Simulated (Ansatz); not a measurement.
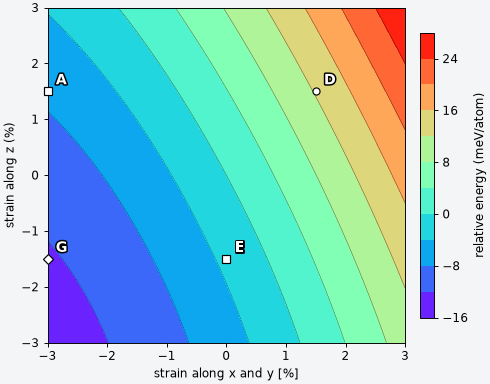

NaH (Fm-3m, No. 225; 2 atoms in the cell). 
- The cell is strained homogeneously, by one strain along x and y and another along z, with fractional coordinates fixed (x, y and z along the cube axes).
- Coordinates scanned: (1) strain along x and y; (2) strain along z.
- The grid has 5 × 5 points.
- Points are written as (first, second).
- All energies are given in meV/atom relative to the unstrained cell.
- The reference cell is the one listed in the database, not relaxed at this level.
- Level of theory: DFT LDA, scalar-relativistic, plane waves, PAW (Ansatz). Settings: cutoff 420 eV, k-mesh 8×8×8, gaussian smearing 0.05 eV, no spin polarisation.

The picture shows filled contours, lettered points. Between grid points the surface is interpolated.

### What kind of point is each of D, E: minimum, saddle, maximum or slope?

D: on a slope; E: on a slope. (In these two coordinates alone; a stationary point may lie a little off the grid point.)

### Rank the lettered points by energy, lowest first.

G (−12.4 meV/atom), A (−7.3 meV/atom), E (−3.2 meV/atom), D (12.3 meV/atom).
